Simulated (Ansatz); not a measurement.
Input

```
crystal:
  lattice:
    - [3.4133030269, 0.0, 0.0]
    - [0.0, 5.49912714, 0.0]
    - [-1.6998547957, 0.0, 3.0241256614]
  atoms:
    - { symbol: Hg, position: [0.65155969, 0.25, 0.80422816] }
    - { symbol: Hg, position: [0.34844031, 0.75, 0.19577184] }
basis:
  ecutwfc: 420
  fft_grid_basis: typed
kpoints:
  mp_grid: { grid: [12, 6, 12] }
hamiltonian:
  xc: pbe
  pseudopotentials: { kind: paw }
scf:
  occupations: { method: gaussian, width: 0.05 }
output:
  forces: true
  stress: true
  eigenvalues: true
  bader: true
  write_density: true
  volumetric_format: npy
  elf: true
```

Launched as:

```sh
ansatz run input.yaml --threads 1 --pin off --max-ram 2560MiB --backend cpu --events-out ev --progress --plain --runs-dir out
```

The picture shows the conventional cell (a = 3.41 Å, b = 6.05 Å, c = 5.50 Å, α = 90.00°, β = 90.00°, γ = 89.87°).

Space group P2_1/m. The cell comes from a database of computed structures, not from a measurement.

These are results of DFT PBE, scalar-relativistic, plane waves, PAW (Ansatz 0.2.0), not measurements.

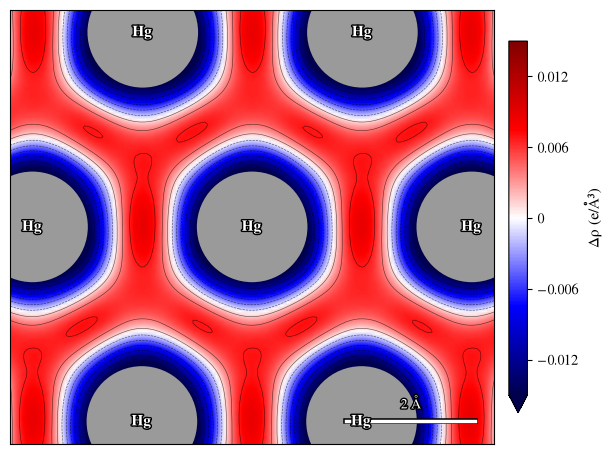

Hg. Density of the crystal less the sum of free-atom densities: a map on the (001) plane of the conventional cell, with grey discs over the atomic cores. Cores are masked to 0.9 Å (Hg).

Core electrons are frozen (PAW), so the fields are smoothed inside the atomic spheres.

Read the map: where is density gained and where lost?

Answer. Hg–Hg (3.31 Å): Δρ is +0.011 e/Å³ at the midpoint (this contact isn't in the plane drawn).
- Over the whole cell, outside the masked cores, the largest gain, 0.011 e/Å³, lies 1.7 Å from a mercury nucleus, and the largest loss lies at the edge of the masked core of Hg.
- The rearranged charge, half the integral of |Δρ|, is about 0.09 e an atom.
